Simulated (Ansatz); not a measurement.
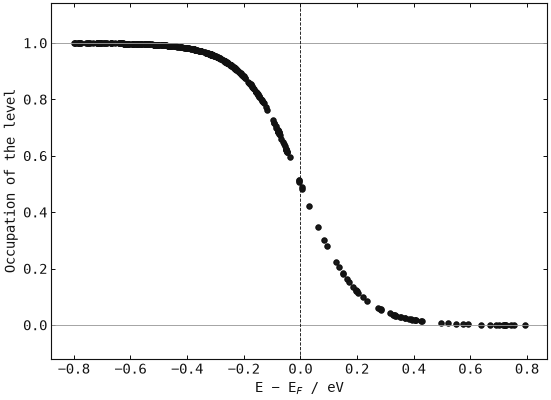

Occupations of the one-electron levels of the k mesh against their energy, from a run on Ni$_{2}$H, space group R-3m (No. 166), 3 atoms in the cell, with Ansatz.

**Which smearing scheme was used (Fermi-Dirac, Gaussian, Methfessel-Paxton or cold), and about what width?**

Fermi-Dirac smearing with a width of 0.1 eV. The occupations stay between 0 and 1 and have long exponential tails; the slope at the Fermi level is 1/(4 × width).
